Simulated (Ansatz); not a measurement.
## Run report: Al$_{3}$As$_{3}$H, geometry relaxation (part 1 of 3)

Al$_{3}$As$_{3}$H (slab, 7 atoms in the cell), computed with DFT PBEsol, scalar-relativistic, plane waves, PAW, spin-polarised (Ansatz 0.2.0).

The structure derives from an entry of the Crystallography Open Database. The input holds or restrains some coordinates. Forces given for the steps count only the free coordinates. It belongs to a series of runs on one base structure; here: H put at a bridge As-As site. Figures and captions count atoms from 1; the log counts them from 0 in places.

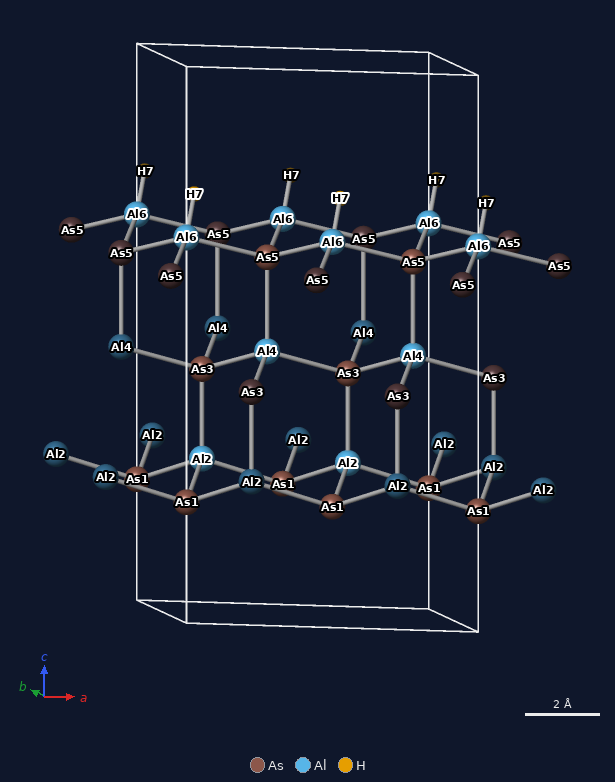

The input geometry (ball-and-stick view of the 2 × 1 repeat of the cell, with the vacuum cut short, seen slightly off an axis; neighbours outside the cell are drawn fainter; atoms are numbered from 1 in the order of the input). An atom can appear more than once, as a periodic image.

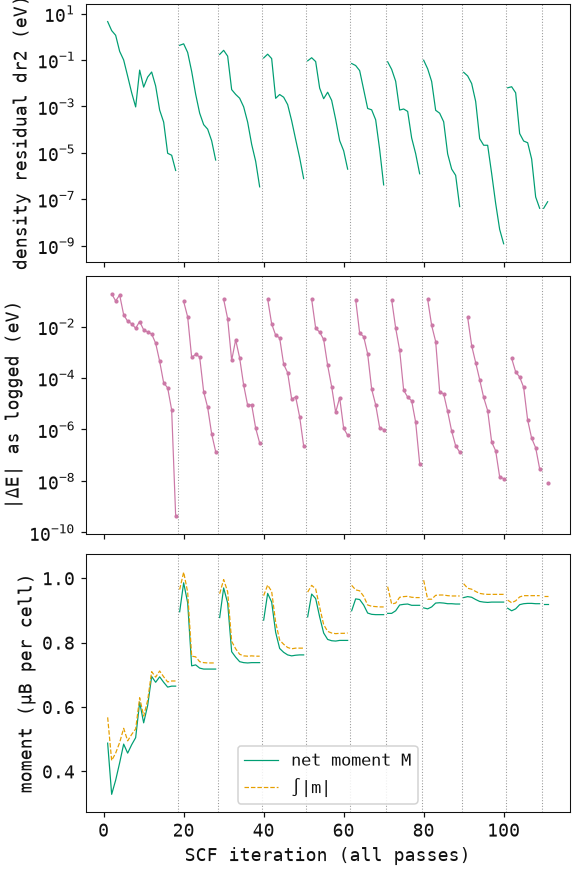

Convergence of the self-consistent field: density residual dr2, size of the energy change and magnetic moment against the SCF iteration. The dotted lines part the SCF passes of the relaxation: geometry steps, rejected trials and re-solves on a re-selected basis. The 11 passes take 2 to 18 iterations each, 111 in all. The net moment goes from 0.5 to 0.9 μB per cell.

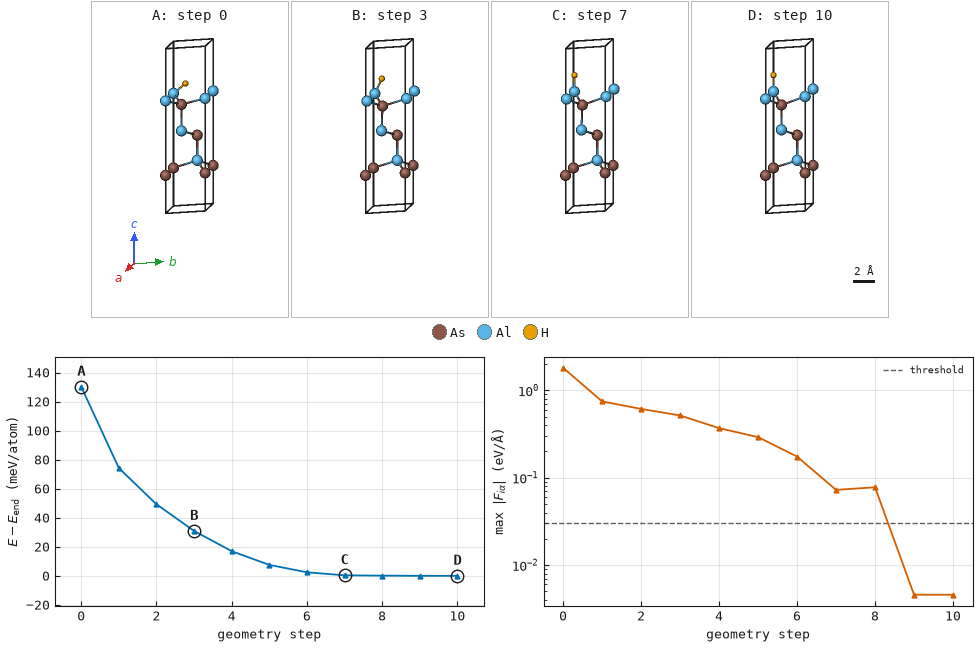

Frames of the restrained relaxation (ball-and-stick view of the cell of the calculation, with the vacuum cut short, seen slightly off an axis) above the curves, on which the letters mark them (the first geometry is step 0 here and step 1 in the log).

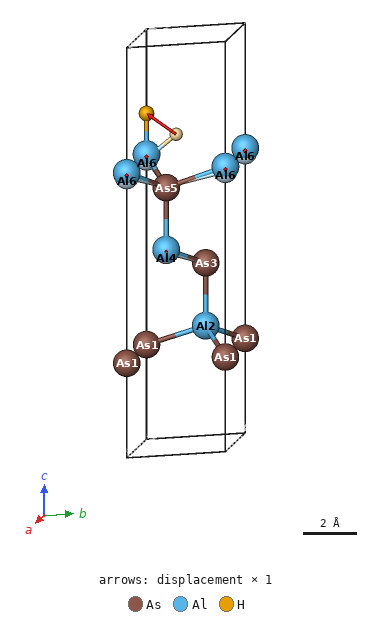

Start (faint) and end (solid) with the displacements as red arrows, at true length (ball-and-stick view of the cell of the calculation, with the vacuum cut short, seen slightly off an axis). After 10 geometry steps the energy has fallen by 130 meV per atom. The largest force component goes from 1.8 to 0.0046 eV/Å. The largest move is that of H7, 1.39 Å. Largest moves by element: H 1.39 Å, Al 0.18 Å, As 0.05 Å. The lattice vectors keep their values. Distances before and after: Al4–As5 2.578 → 2.425 Å, As5–Al6 2.412 → 2.486 Å, Al6–H7 1.530 → 1.593 Å, As3–Al4 2.430 → 2.464 Å. Among the angles that change: As5–Al6–H7 155.4° → 111.2°, As5–Al6–H7 79.6° → 111.3°, Al4–As5–Al6 106.2° → 111.3°. (Atoms are counted from 1 in the order of the input.)

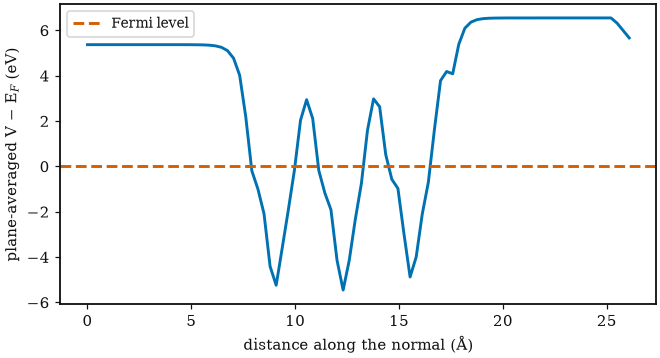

Plane average of the electrostatic potential energy of an electron across the cell, from the Fermi level. The vacuum level lies 6.55 eV above the Fermi level on the upper side and 5.37 eV on the lower.

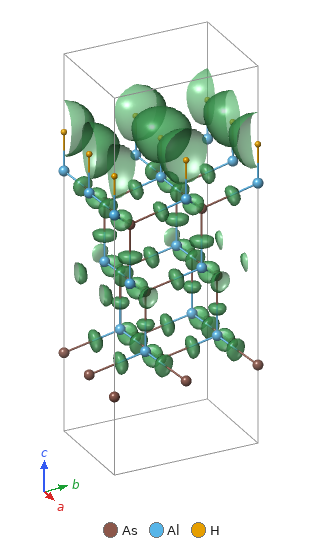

Isosurface of the ELF at 0.85 (green), seen slightly off an axis. Core shells and regions of very low density are left out. Sticks mark near contacts. Values along the shortest contacts: Al–H (1.59 Å): the ELF is about 1 at the midpoint. Core electrons are frozen (PAW), so the fields are smoothed inside the atomic spheres.

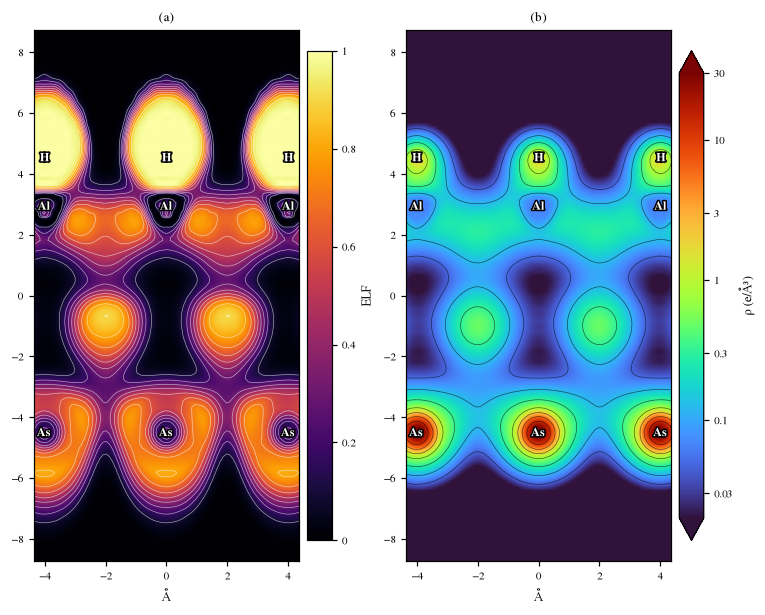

(a) electron localisation function; (b) valence electron density on the (010) plane of the calculation cell, a cut from vacuum to vacuum. The section cuts through As, Al and H sites. Al–H (1.59 Å): ρ is about 0.45 e/Å³ halfway; the ELF is about 1 at the midpoint. The density dies away to nearly zero in the vacuum.

The input that produced these results follows, with the program's output.

**Input**
```yaml
crystal:
  lattice:
    - [4.012545656, 0.0, 0.0]
    - [-2.006272828, 3.474966472, 0.0]
    - [0.0, 0.0, 26.3715170702]
  atoms:
    - { symbol: As, position: [0.0, 0.0, 0.3223174448] }
    - { symbol: Al, position: [0.3333333333, 0.6666666667, 0.3533758573] }
    - { symbol: As, position: [0.3333333333, 0.6666666667, 0.4465510944] }
    - { symbol: Al, position: [0.6666666667, 0.3333333333, 0.4744244183] }
    - { symbol: As, position: [0.6666666667, 0.3333333333, 0.5721729261] }
    - { symbol: Al, position: [0.0, 0.0, 0.5976709993] }
    - { symbol: H, position: [0.1666666667, 0.3333333333, 0.6355906987], spin: 1.0 }
basis:
  ecutwfc: 420
kpoints:
  mp_grid: { grid: [9, 9, 1] }
hamiltonian:
  xc: pbesol
scf:
  occupations: { method: gaussian, width: 0.05 }
output:
  forces: true
  eigenvalues: true
  populations: true
  write_density: true
  write_potential: true
  elf: true
  volumetric_format: npy
magnetization:
  spin_polarized: true
relax:
  adjacent_minimum: "off"
  f_tol: 0.03
  max_steps: 70
  constraints: [{ sites: [0, 1, 2] }]
efield:
  axis: 3
  dipole_correction: true
  ramp_width: 0.04
```

Run as:
```bash
ansatz run input.yaml --threads 2 --pin off --max-ram 5120MiB --backend cpu --events-out ev --progress --plain --runs-dir out
```

**The program's output**
```
Engine: ansatz 0.2.0, x86_64-unknown-linux-gnu
Pseudopotentials: kind: paw
Pseudopotential: As, paw, valence charge 15, recommended cutoff 420 eV (normal), As.paw.azcp
Pseudopotential: Al, paw, valence charge 3, recommended cutoff 420 eV (normal), Al.paw.azcp
Pseudopotential: H, paw, valence charge 1, recommended cutoff 420 eV (normal), H.paw.azcp
Functional definition: PBEsol
  exchange = pbesol_x
  correlation = pbesol_c
Crystal: 7 atoms, lattice volume = 367.710 Å³
Basis set: ecut = 420 eV, 7265 PW (Γ), exchange–correlation on 54×54×360 points (8 copies of the dense FFT grid, shifted against one another)
Bands: 35, of which v1, the nominal top of the filled ones, is band 28 counted from 1 (27 counted from 0)
Symmetry: 2 space group operations
k-points: 25 of 81 (time reversal used)
Non-local potential: As, projectors of the file, l = 0: 2, l = 1: 2, l = 2: 3, l = 3: 1
Non-local potential: Al, projectors of the file, l = 0: 2, l = 1: 2, l = 2: 1
Non-local potential: H, projectors of the file, l = 0: 2, l = 1: 1
PAW form: soft (Blöchl's): semilocal exchange-correlation on the pseudo side does not see the compensation charge
PAW frozen core: As, regenerated for the run's functional, and the local potential with it (the file was generated under x = pbe(κ = 0.804, μ = 0.2195149727645171), c = pbe(β = 0.06672455060314922))
PAW frozen core: Al, regenerated for the run's functional, and the local potential with it (the file was generated under x = pbe(κ = 0.804, μ = 0.2195149727645171), c = pbe(β = 0.06672455060314922))
PAW one-centre angular grid: As, 590 points (default); XC on 64 Gauss nodes
PAW one-centre angular grid: Al, 110 points (default); XC on 64 Gauss nodes
PAW one-centre angular grid: H, 110 points (default); XC on 64 Gauss nodes
Initial density: superposition of atomic densities (neutral atoms: chi_scale 0, normalization atom)
Starting moments: Σ|m| = 1 μB on 1 of 7 sites
Initial wavefunctions: pseudopotential atomic-orbital guess
Functional: x = pbesol(κ = 0.804, μ = 0.12345679012345678), c = pbesol(β = 0.046)
```
